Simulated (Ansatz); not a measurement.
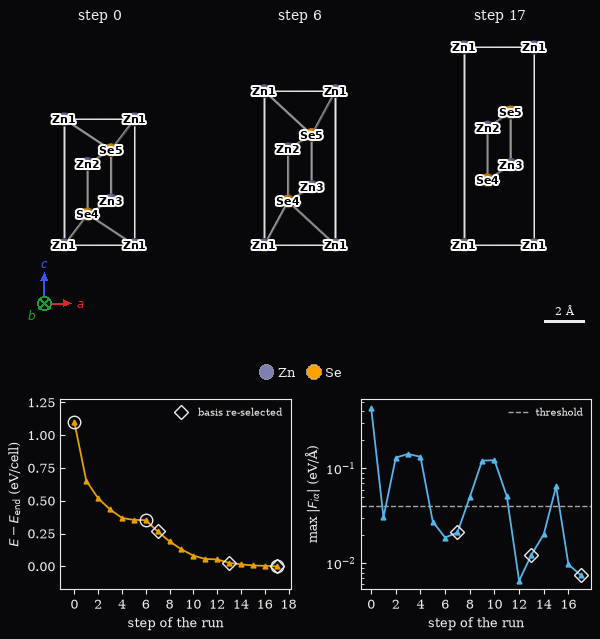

Frames of a relaxation of a crystal of Zn3Se2 (built on the A-type sesquioxide_164 type) (coarse preliminary run), marked on the history of the run. A ball-and-stick model of the cell of the calculation, seen along the b axis.

Case: anti-A-type sesquioxide type (P-3m1, No. 164).

All numbers below come from DFT PBE, scalar-relativistic, plane waves, PAW (Ansatz 0.2.0). Set-up: plane-wave cutoff 420 eV; k-point mesh 6 × 6 × 4; occupations gaussian; smearing width 0.1 eV; no spin polarisation; cell and atoms relaxed; force threshold 0.04 eV/Å; at most 70 steps.

Q: Describe the path.

A: The energy falls by 1.101 eV per cell of the calculation in 14 accepted moves (17 points after the start). Largest force component: 0.44 eV/Å at the start, 0.0075 eV/Å at the end. Pressure: 11.15 GPa at the start and −0.03 GPa at the end. The SCF was repeated 3 times at an unchanged geometry on a basis and grid sized afresh for the cell, which shifted the energy by 86.7 meV per cell of the calculation at most. The largest moves relative to the cell, 0.84 Å, are those of Se4 and Se5. Se4 goes along +c. Largest moves by element: Se 0.84 Å, Zn 0.51 Å. Cell: a = b 4.093 → 4.067 Å (−0.6 %), c 6.368 → 10.008 Å (+57.2 %). Volume +55.2 %. Near-neighbour distances that change, for instance: Zn1–Se4 2.832 → 4.042 Å, Zn2–Se4 2.547 → 2.660 Å, Zn2–Se5 2.465 → 2.470 Å. Bonds break: Zn1–Se4 (2.83 → 4.04 Å), Zn1–Se5 (2.83 → 4.04 Å). The space group stays P-3m1 (No. 164). From step 0 to 6: Se atoms move most (0.31 Å), volume +25.7 %, energy −0.748 eV per cell of the calculation. From step 6 to 17: Se atoms move most (0.45 Å), volume +23.4 %, energy −0.353 eV per cell of the calculation.
